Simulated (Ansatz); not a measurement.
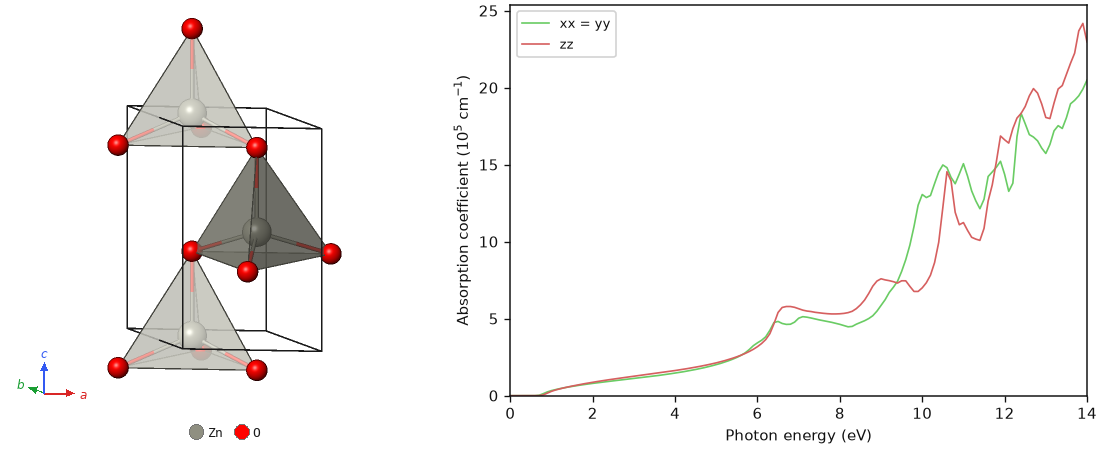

Optical absorption coefficient from interband transitions, 18×18×8 mesh, 0.1 eV broadening. The structure is drawn too.

The material is ZnO, space group P6_3mc (No. 186), 4 atoms in the cell.

Computed with Ansatz 0.2.0: DFT PBE, scalar-relativistic, plane waves, PAW, no spin polarisation, 12×12×6 k mesh, 420 eV cutoff, Gaussian smearing of 0.01 eV.

Where does absorption set in?

Answer. The smallest direct gap is 0.74 eV; the absorption coefficient reaches a twentieth of its peak at about 2.8 eV, so absorption builds up slowly above the gap.

Where are the main peaks of the absorption coefficient?

Answer. The most prominent peaks of the absorption coefficient (xx = yy) lie at 11.0 eV (15) and 12.4 eV (18), heights in 10⁵ cm⁻¹. For zz they lie at 10.6 eV (15).

Does it absorb visible light at this level?

Answer. It absorbs visible light at this level: direct transitions start below the visible range, in the infrared (semilocal gaps are too small, so the true onset lies higher).

Independent particles: no excitons or local fields.
